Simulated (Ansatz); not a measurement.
System: a (111) slab cut from NbN (Fm-3m), ended by N above and Nb below, 6 atoms in the cell. Starting structure of the relaxation:

```cif
data_structure
_symmetry_space_group_name_H-M 'P 1'
_symmetry_Int_Tables_number 1
_cell_length_a 3.0975
_cell_length_b 3.0975
_cell_length_c 23.3227
_cell_angle_alpha 90.000
_cell_angle_beta 90.000
_cell_angle_gamma 120.000
_cell_volume 193.79
loop_
_atom_site_label
_atom_site_type_symbol
_atom_site_fract_x
_atom_site_fract_y
_atom_site_fract_z
_atom_site_occupancy
Nb1 Nb 0.33333 0.66667 0.36445 1
N1 N 0.66667 0.33333 0.41867 1
Nb2 Nb 0.00000 0.00000 0.47289 1
N2 N 0.33333 0.66667 0.52711 1
Nb3 Nb 0.66667 0.33333 0.58133 1
N3 N 0.00000 0.00000 0.63555 1
```

Method: DFT PBEsol, scalar-relativistic, plane waves, PAW, no spin polarisation, 9×9×1 k mesh, 420 eV cutoff, Gaussian smearing of 0.1 eV (Ansatz 0.2.0).

What does the potential across the slab give for the work function?

The work function is 5.71 eV at the right face and 4.91 eV at the left. The vacuum level is 0.80 eV higher at the right than at the left, so the slab carries a dipole along its normal; the ramp in the vacuum, at or near the edge of the plot, is the dipole correction that keeps each side flat. Some atoms were held fixed in the relaxation, which can itself make the faces differ. The outermost atoms are 6.1 Å apart, which leaves 17.3 Å of vacuum in a cell 23.3 Å high.

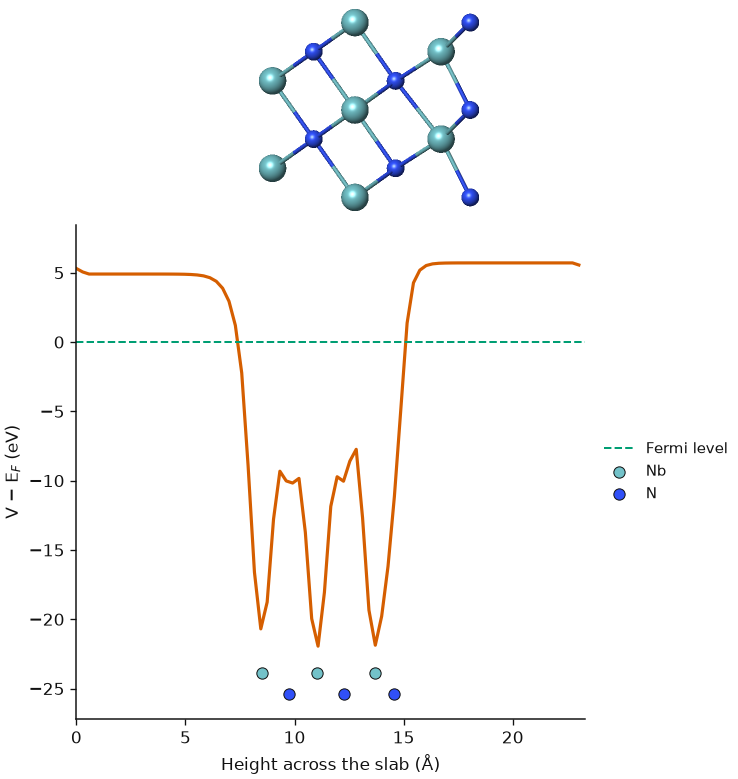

Plane-averaged electrostatic potential energy of an electron across the slab; circles at the bottom mark the heights of the atoms (positions after relaxation). The structure is drawn too.
